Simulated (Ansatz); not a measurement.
## Run report: CHSi$_{6}$, geometry relaxation (part 2 of 3)

The same run, continued: CHSi$_{6}$ (slab, 8 atoms in the cell); DFT PBEsol, scalar-relativistic, plane waves, PAW, spin-polarised (Ansatz 0.2.0); cutoff 420 eV, 9×9×1 k-mesh, Gaussian smearing of 0.05 eV, collinear spins. The structure derives from a Materials Project entry. The input holds or restrains some coordinates. Forces given for the steps count only the free coordinates. It belongs to a series of runs on one base structure; here: CH put at a top Si site.

Geometry of the input (Å; fractional positions):
```
3.8249  0.0000  0.0000
-1.9124  3.3125  0.0000
0.0000  0.0000  27.2211
Si 0.6667  0.3333  0.3123
Si 0.3333  0.6667  0.3415
Si 0.3333  0.6667  0.4284
Si 0.6667  0.3333  0.4564
Si 0.6667  0.3333  0.5443
Si 0.3333  0.6667  0.5690
C  0.3333  0.6667  0.6380
H  0.3333  0.6667  0.6784
```

Output, continued
```
SCF iter   1: F=—  HF=-3985.966552 eV  |F-HF|=—  |Δ(HF+E_count)|=         —  Δρ=5.08e-3 (↑3.63e-3 ↓5.08e-3)  dr2=4.27e-1  dr2_m=2.72e-2  M=0.803 μB ∫|m|=2.635 μB  β_m=1.20  ethr=1.84e-3  p=0.074 e·Å  D=3.91e-2 V/Å  ΔV_dip=-1.06 eV  dr2_dipole=1.33e-1  V_vac-E_F(+/−)=3.79/4.85 eV  ⟨swp⟩=4.0  Hψ=1714  notcnv=0  defer=60
efield: sawtooth ramp at fractional position 0.9754 (handed on by an earlier solve), width 0.0400; the density the first Hamiltonian is built on has a dipole p = 0.074 e·Å; the dipole correction subtracts the counter field D = 3.91e-2 V/Å, which shifts the + side's vacuum level by -1.06 eV against the − side's; the planar-averaged density in the ramp window peaks in size at 7.9e-7 e/Å³
preconditioner: auto → none  [insulator: Δε(μ)=0.091 eV  Ē_g=8.157 eV  σ=0.050 eV  W_gap=0.67  n_scr=14 (ndim 8)  ℏωp=10.8 eV  f_vac=0.532  D(μ)=1.12/eV (n_scr^D=6)  ε∞_Penn≈2.7]
SCF iter   2: F=—  HF=-3987.733132 eV  |F-HF|=—  |Δ(HF+E_count)|=    1.77e0  Δρ=2.11e-2 (↑2.11e-2 ↓4.68e-3)  dr2=4.90e1  dr2_m=2.46e-1  M=0.844 μB ∫|m|=1.268 μB  β_m=1.20  ethr=1.47e-3  p=-0.139 e·Å  D=-7.29e-2 V/Å  ΔV_dip=1.99 eV  dr2_dipole=2.63e1  V_vac-E_F(+/−)=5.07/3.08 eV  ⟨swp⟩=3.8  Hψ=1196  notcnv=0  defer=57  κ⁻¹=1.0e0(r=1)
density mixer auto → broyden: gapped, with few screened modes (density of states about μ 0.51 of a free-electron gas's, 14 screened modes)
SCF iter   3: F=—  HF=-3985.971986 eV  |F-HF|=—  |Δ(HF+E_count)|=    1.76e0  Δρ=1.94e-3 (↑1.88e-3 ↓1.94e-3)  dr2=1.38e-1  dr2_m=8.17e-4  M=0.733 μB ∫|m|=2.521 μB  β_m=1.20  ethr=1.47e-3  p=0.079 e·Å  D=4.14e-2 V/Å  ΔV_dip=-1.13 eV  dr2_dipole=5.46e-2  V_vac-E_F(+/−)=3.74/4.87 eV  ⟨swp⟩=3.1  Hψ=1032  notcnv=0  defer=69  κ⁻¹=2.7e-4(r=2)
SCF iter   4: F=—  HF=-3985.966780 eV  |F-HF|=—  |Δ(HF+E_count)|=   5.21e-3  Δρ=1.13e-3 (↑1.08e-3 ↓1.13e-3)  dr2=4.00e-2  dr2_m=8.27e-5  M=0.738 μB ∫|m|=2.442 μB  β_m=1.20  ethr=4.76e-4  p=0.069 e·Å  D=3.63e-2 V/Å  ΔV_dip=-0.99 eV  dr2_dipole=3.07e-3  V_vac-E_F(+/−)=3.68/4.67 eV  ⟨swp⟩=2.0  Hψ=783  notcnv=0  defer=64  κ⁻¹=1.8e-4(r=3)
SCF iter   5: F=—  HF=-3985.963372 eV  |F-HF|=—  |Δ(HF+E_count)|=   3.41e-3  Δρ=9.20e-4 (↑6.94e-4 ↓9.20e-4)  dr2=1.09e-2  dr2_m=1.93e-4  M=0.753 μB ∫|m|=2.459 μB  β_m=1.20  ethr=1.38e-4  p=0.071 e·Å  D=3.70e-2 V/Å  ΔV_dip=-1.01 eV  dr2_dipole=1.67e-3  V_vac-E_F(+/−)=3.74/4.75 eV  ⟨swp⟩=2.2  Hψ=693  notcnv=0  defer=67  κ⁻¹=3.2e-5(r=4)
SCF iter   6: F=—  HF=-3985.963762 eV  |F-HF|=—  |Δ(HF+E_count)|=   3.90e-4  Δρ=4.15e-4 (↑3.66e-4 ↓4.15e-4)  dr2=1.09e-3  dr2_m=5.46e-5  M=0.770 μB ∫|m|=2.491 μB  β_m=1.20  ethr=3.76e-5  p=0.069 e·Å  D=3.63e-2 V/Å  ΔV_dip=-0.99 eV  dr2_dipole=4.40e-6  V_vac-E_F(+/−)=3.76/4.75 eV  ⟨swp⟩=1.4  Hψ=574  notcnv=0  defer=67  κ⁻¹=6.8e-6(r=5)
SCF iter   7: F=—  HF=-3985.963971 eV  |F-HF|=—  |Δ(HF+E_count)|=   2.09e-4  Δρ=1.50e-4 (↑1.35e-4 ↓1.50e-4)  dr2=1.59e-4  dr2_m=5.38e-6  M=0.782 μB ∫|m|=2.508 μB  β_m=1.20  ethr=3.74e-6  p=0.067 e·Å  D=3.51e-2 V/Å  ΔV_dip=-0.95 eV  dr2_dipole=1.52e-5  V_vac-E_F(+/−)=3.79/4.74 eV  ⟨swp⟩=2.2  Hψ=813  notcnv=0  defer=67  κ⁻¹=8.6e-7(r=6)
SCF iter   8: F=—  HF=-3985.963985 eV  |F-HF|=—  |Δ(HF+E_count)|=   1.38e-5  Δρ=4.98e-5 (↑4.85e-5 ↓4.98e-5)  dr2=1.45e-4  dr2_m=6.33e-7  M=0.788 μB ∫|m|=2.511 μB  β_m=1.20  ethr=5.48e-7  p=0.066 e·Å  D=3.44e-2 V/Å  ΔV_dip=-0.94 eV  dr2_dipole=5.61e-5  V_vac-E_F(+/−)=3.80/4.74 eV  ⟨swp⟩=2.3  Hψ=812  notcnv=0  defer=67  κ⁻¹=1.5e-7(r=7)
SCF iter   9: F=-3985.963987 eV  HF=-3985.963985 eV  |F-HF|=1.33e-6  |Δ(HF+E_count)|=   1.31e-7  Δρ=1.67e-5 (↑1.67e-5 ↓1.48e-5)  dr2=4.28e-6  dr2_m=1.93e-7  M=0.790 μB ∫|m|=2.515 μB  ethr=3.45e-7  p=0.066 e·Å  D=3.44e-2 V/Å  ΔV_dip=-0.94 eV  dr2_dipole=2.14e-7  V_vac-E_F(+/−)=3.80/4.74 eV  ⟨swp⟩=20.6  Hψ=5604  notcnv=0
SCF 3 converged in 9 iterations: F = -3985.963987 eV  dr2 = 4.28e-6
  greatest PAW one-centre occupation: 0.696 electrons in one spin orbital (limit 2), on the C atom at site 6 (counted from 0), in its partial waves of l = 0
relax step   3: F+E_penalty+E_count = -3985.96398650 eV  Δ(F+E_penalty+E_count) = -3.901e-2 eV  max|allowed force component| = 7.654e-1 eV/Å  Δτ_max = 0.0972 Å  (9 SCF iters, dr2 threshold 1.00e-4 eV, accepted)
iter 1 solved again at ethr=1.57e-4 eV; its pass at ethr=3.10e-3 eV (dr2=4.54e-2 eV) is discarded
SCF iter   1: F=—  HF=-3985.974949 eV  |F-HF|=—  |Δ(HF+E_count)|=         —  Δρ=2.61e-3 (↑1.73e-3 ↓2.61e-3)  dr2=4.44e-2  dr2_m=6.50e-3  M=0.812 μB ∫|m|=2.525 μB  β_m=1.20  ethr=1.57e-4  p=0.066 e·Å  D=3.44e-2 V/Å  ΔV_dip=-0.94 eV  dr2_dipole=6.50e-3  V_vac-E_F(+/−)=3.78/4.72 eV  ⟨swp⟩=1.5  Hψ=2181  notcnv=0  defer=70
efield: sawtooth ramp at fractional position 0.9754 (handed on by an earlier solve), width 0.0400; the density the first Hamiltonian is built on has a dipole p = 0.066 e·Å; the dipole correction subtracts the counter field D = 3.44e-2 V/Å, which shifts the + side's vacuum level by -0.94 eV against the − side's; the planar-averaged density in the ramp window peaks in size at 9.5e-7 e/Å³
preconditioner: auto → none  [insulator: Δε(μ)=0.065 eV  Ē_g=8.067 eV  σ=0.050 eV  W_gap=0.61  n_scr=14 (ndim 8)  ℏωp=10.8 eV  f_vac=0.527  D(μ)=2.09/eV (n_scr^D=8)  ε∞_Penn≈2.8]
SCF iter   2: F=—  HF=-3986.066431 eV  |F-HF|=—  |Δ(HF+E_count)|=   9.15e-2  Δρ=3.86e-3 (↑2.52e-3 ↓3.86e-3)  dr2=3.34e0  dr2_m=3.27e-3  M=0.756 μB ∫|m|=2.365 μB  β_m=0.10  ethr=1.53e-4  p=0.113 e·Å  D=5.92e-2 V/Å  ΔV_dip=-1.61 eV  dr2_dipole=1.83e0  V_vac-E_F(+/−)=3.59/5.21 eV  ⟨swp⟩=3.8  Hψ=1117  notcnv=0  defer=74  recentre
preconditioner: auto → LDOS  [metal: Δε(μ)=0.045 eV  Ē_g=8.092 eV  σ=0.050 eV  W_gap=0.40  n_scr=14 (ndim 8)  ℏωp=10.8 eV  f_vac=0.527  D(μ)=3.84/eV (n_scr^D=12)]
spin=Collinear: LDOS preconditioning applied to the charge; magnetization (m = ρ↑ − ρ↓) channel mixes plain (no charge-response kernel on spin).
density mixer auto → msr1: a metal under ldos (density of states about μ 0.72 of a free-electron gas's, 14 screened modes)
SCF iter   3: F=—  HF=-3985.974819 eV  |F-HF|=—  |Δ(HF+E_count)|=   9.16e-2  Δρ=2.21e-3 (↑1.48e-3 ↓2.21e-3)  dr2=1.91e-2  dr2_m=4.75e-3  M=0.801 μB ∫|m|=2.538 μB  β_m=0.12  ethr=1.53e-4  p=0.069 e·Å  D=3.60e-2 V/Å  ΔV_dip=-0.98 eV  dr2_dipole=2.50e-5  V_vac-E_F(+/−)=3.77/4.75 eV  ⟨swp⟩=3.8  Hψ=1161  notcnv=0  defer=74
SCF iter   4: F=—  HF=-3985.975353 eV  |F-HF|=—  |Δ(HF+E_count)|=   5.35e-4  Δρ=1.72e-3 (↑1.16e-3 ↓1.72e-3)  dr2=1.29e-2  dr2_m=3.03e-3  M=0.801 μB ∫|m|=2.554 μB  β_m=0.30  ethr=6.57e-5  p=0.070 e·Å  D=3.65e-2 V/Å  ΔV_dip=-0.99 eV  dr2_dipole=1.85e-3  V_vac-E_F(+/−)=3.76/4.76 eV  ⟨swp⟩=1.1  Hψ=510  notcnv=0  defer=70
SCF iter   5: F=—  HF=-3985.975957 eV  |F-HF|=—  |Δ(HF+E_count)|=   6.04e-4  Δρ=4.77e-4 (↑3.60e-4 ↓4.77e-4)  dr2=9.93e-4  dr2_m=3.65e-4  M=0.830 μB ∫|m|=2.583 μB  β_m=0.48  ethr=4.45e-5  p=0.068 e·Å  D=3.54e-2 V/Å  ΔV_dip=-0.96 eV  dr2_dipole=2.96e-5  V_vac-E_F(+/−)=3.76/4.73 eV  ⟨swp⟩=2.0  Hψ=800  notcnv=0  defer=70
SCF iter   6: F=—  HF=-3985.976326 eV  |F-HF|=—  |Δ(HF+E_count)|=   3.68e-4  Δρ=1.81e-4 (↑1.81e-4 ↓1.29e-4)  dr2=3.25e-4  dr2_m=6.06e-5  M=0.839 μB ∫|m|=2.588 μB  β_m=0.74  ethr=3.42e-6  p=0.067 e·Å  D=3.53e-2 V/Å  ΔV_dip=-0.96 eV  dr2_dipole=9.97e-5  V_vac-E_F(+/−)=3.77/4.73 eV  ⟨swp⟩=2.0  Hψ=860  notcnv=0  defer=70
SCF iter   7: F=—  HF=-3985.976544 eV  |F-HF|=—  |Δ(HF+E_count)|=   2.19e-4  Δρ=3.48e-5 (↑3.48e-5 ↓3.43e-5)  dr2=1.01e-4  dr2_m=2.53e-6  M=0.843 μB ∫|m|=2.582 μB  β_m=0.83  ethr=1.12e-6  p=0.067 e·Å  D=3.54e-2 V/Å  ΔV_dip=-0.96 eV  dr2_dipole=4.67e-5  V_vac-E_F(+/−)=3.77/4.74 eV  ⟨swp⟩=2.5  Hψ=817  notcnv=0  defer=70
SCF iter   8: F=-3985.976544 eV  HF=-3985.976547 eV  |F-HF|=2.82e-6  |Δ(HF+E_count)|=   2.81e-6  Δρ=2.07e-5 (↑2.07e-5 ↓1.80e-5)  dr2=4.01e-6  dr2_m=1.00e-6  M=0.844 μB ∫|m|=2.583 μB  ethr=3.45e-7  p=0.068 e·Å  D=3.55e-2 V/Å  ΔV_dip=-0.97 eV  dr2_dipole=1.47e-6  V_vac-E_F(+/−)=3.77/4.74 eV  ⟨swp⟩=20.0  Hψ=5689  notcnv=0
SCF 4 converged in 8 iterations: F = -3985.976544 eV  dr2 = 4.01e-6
  greatest PAW one-centre occupation: 0.694 electrons in one spin orbital (limit 2), on the C atom at site 6 (counted from 0), in its partial waves of l = 0
relax step   4: F+E_penalty+E_count = -3985.97654446 eV  Δ(F+E_penalty+E_count) = -1.256e-2 eV  max|allowed force component| = 2.496e-2 eV/Å  Δτ_max = 0.0520 Å  (8 SCF iters, dr2 threshold 1.00e-4 eV, accepted)
iter 1 solved again at ethr=1.38e-8 eV; its pass at ethr=3.10e-3 eV (dr2=4.01e-6 eV) is discarded
SCF iter   1: F=—  HF=-3985.976547 eV  |F-HF|=—  |Δ(HF+E_count)|=         —  Δρ=2.07e-5 (↑2.07e-5 ↓1.80e-5)  dr2=4.00e-6  dr2_m=1.00e-6  M=0.844 μB ∫|m|=2.583 μB  β_m=1.20  ethr=1.38e-8  p=0.068 e·Å  D=3.55e-2 V/Å  ΔV_dip=-0.97 eV  dr2_dipole=1.47e-6  V_vac-E_F(+/−)=3.77/4.74 eV  ⟨swp⟩=1.0  Hψ=1680  notcnv=0
efield: sawtooth ramp at fractional position 0.9754 (handed on by an earlier solve), width 0.0400; the density the first Hamiltonian is built on has a dipole p = 0.068 e·Å; the dipole correction subtracts the counter field D = 3.55e-2 V/Å, which shifts the + side's vacuum level by -0.97 eV against the − side's; the planar-averaged density in the ramp window peaks in size at 1.2e-6 e/Å³
preconditioner: auto → LDOS  [metal: Δε(μ)=0.044 eV  Ē_g=8.079 eV  σ=0.050 eV  W_gap=0.41  n_scr=14 (ndim 8)  ℏωp=10.8 eV  f_vac=0.528  D(μ)=2.28/eV (n_scr^D=8)]
spin=Collinear: LDOS preconditioning applied to the charge; magnetization (m = ρ↑ − ρ↓) channel mixes plain (no charge-response kernel on spin).
SCF iter   2: F=—  HF=-3985.976550 eV  |F-HF|=—  |Δ(HF+E_count)|=   2.46e-6  Δρ=1.61e-5 (↑1.61e-5 ↓6.81e-6)  dr2=1.26e-6  dr2_m=3.11e-7  M=0.845 μB ∫|m|=2.585 μB  β_m=0.45  ethr=1.38e-8  p=0.068 e·Å  D=3.55e-2 V/Å  ΔV_dip=-0.97 eV  dr2_dipole=6.20e-9  V_vac-E_F(+/−)=3.77/4.74 eV  ⟨swp⟩=2.3  Hψ=774  notcnv=0
density mixer auto → msr1: a metal under ldos (density of states about μ 0.68 of a free-electron gas's, 14 screened modes)
SCF iter   3: F=—  HF=-3985.976550 eV  |F-HF|=—  |Δ(HF+E_count)|=   2.83e-7  Δρ=1.20e-5 (↑1.20e-5 ↓5.10e-6)  dr2=7.29e-7  dr2_m=1.89e-7  M=0.845 μB ∫|m|=2.586 μB  β_m=0.72  ethr=4.35e-9  p=0.068 e·Å  D=3.56e-2 V/Å  ΔV_dip=-0.97 eV  dr2_dipole=2.96e-8  V_vac-E_F(+/−)=3.77/4.74 eV  ⟨swp⟩=1.5  Hψ=640  notcnv=0
iter 4 did not close the SCF: its close was put off for a magnetic moment that had not settled (scf_convergence_deferred on its scf_iter line)
SCF iter   4: F=-3985.976551 eV  HF=-3985.976550 eV  |F-HF|=5.48e-8  |Δ(HF+E_count)|=   4.39e-7  Δρ=4.63e-6 (↑4.63e-6 ↓3.06e-6)  dr2=8.43e-8  dr2_m=4.20e-8  M=0.846 μB ∫|m|=2.586 μB  β_m=0.86  ethr=3.45e-10  p=0.068 e·Å  D=3.56e-2 V/Å  ΔV_dip=-0.97 eV  dr2_dipole=2.07e-10  V_vac-E_F(+/−)=3.77/4.74 eV  ⟨swp⟩=11.5  Hψ=4092  notcnv=0
SCF iter   5: F=-3985.976551 eV  HF=-3985.976551 eV  |F-HF|=5.22e-8  |Δ(HF+E_count)|=   1.28e-7  Δρ=1.18e-6 (↑6.14e-7 ↓1.18e-6)  dr2=5.72e-8  dr2_m=1.68e-9  M=0.846 μB ∫|m|=2.587 μB  ethr=2.91e-10  p=0.068 e·Å  D=3.56e-2 V/Å  ΔV_dip=-0.97 eV  dr2_dipole=1.74e-8  V_vac-E_F(+/−)=3.77/4.74 eV  ⟨swp⟩=9.1  Hψ=3860  notcnv=0
SCF 5 converged in 5 iterations: F = -3985.976551 eV  dr2 = 5.72e-8
relax step   5: F+E_penalty+E_count = -3985.97655054 eV  Δ(F+E_penalty+E_count) = -6.075e-6 eV  max|allowed force component| = 1.942e-2 eV/Å  Δτ_max = 0.0000 Å  (5 SCF iters, accepted)
```

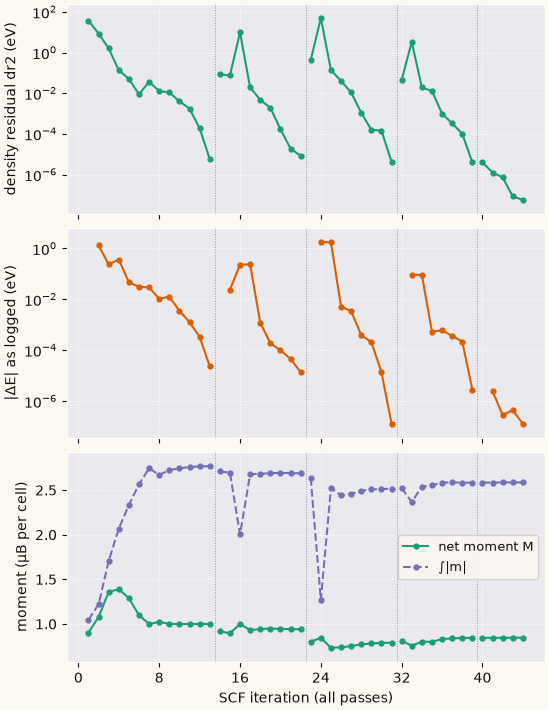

*Convergence of the self-consistent field: density residual dr2, size of the energy change and magnetic moment against the SCF iteration. The dotted lines part the SCF passes of the relaxation: geometry steps, rejected trials and re-solves on a re-selected basis.*

The 5 passes take 5 to 13 iterations each, 44 in all. The net moment goes from 0.9 to 0.8 μB per cell.

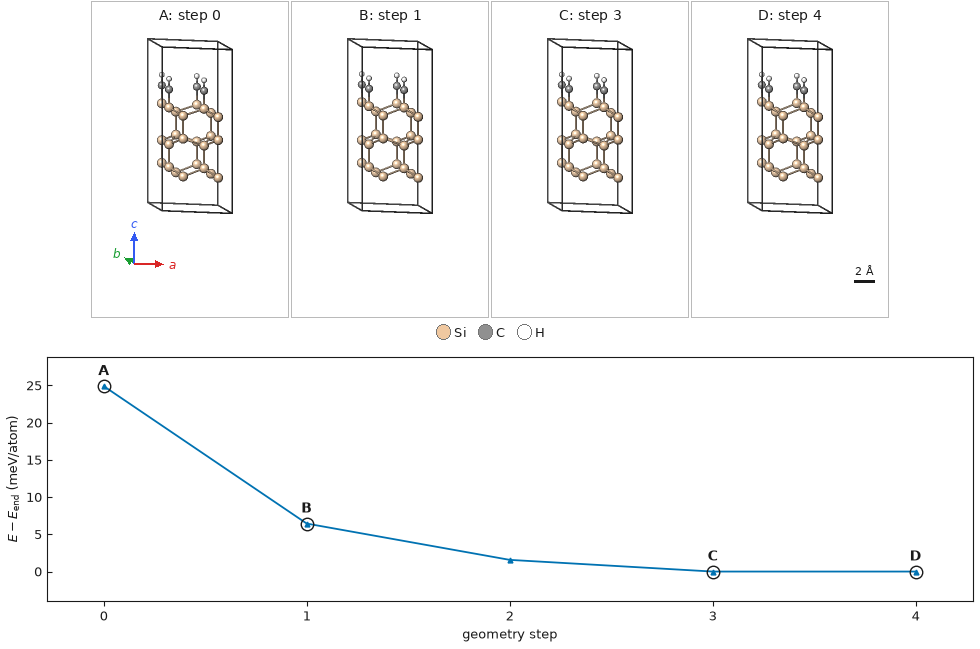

*Frames of the restrained relaxation (ball-and-stick view of the 2 × 2 repeat of the cell, with the vacuum cut short, seen slightly off an axis) above the curves, on which the letters mark them (the first geometry is step 0 here and step 1 in the log).*

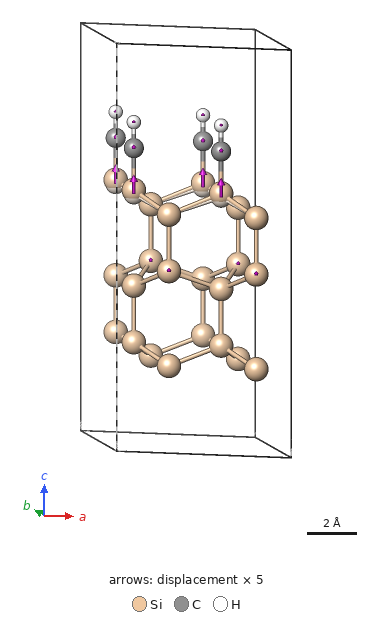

*Start (faint) and end (solid) with the displacements as pink arrows, magnified 5 times (ball-and-stick view of the 2 × 2 repeat of the cell, with the vacuum cut short, seen slightly off an axis).*

Si6 moves most: 0.16 Å. Largest moves by element: Si 0.16 Å, C 0.04 Å, H 0.02 Å. The cell doesn't change. Among the contacts that change: Si6–C7 1.880 → 1.753 Å, Si5–Si6 2.308 → 2.361 Å, Si4–Si5 2.393 → 2.359 Å, C7–H8 1.100 → 1.086 Å. Among the angles that change: Si4–Si5–Si6 106.9° → 110.7°, Si5–Si6–C7 106.9° → 110.7°, Si6–Si5–Si6 111.9° → 108.2°. After 4 geometry steps the energy has fallen by 24.9 meV per atom. The largest force component goes from 2.6 to 0.019 eV/Å. (Atoms are counted from 1 in the order of the input.)
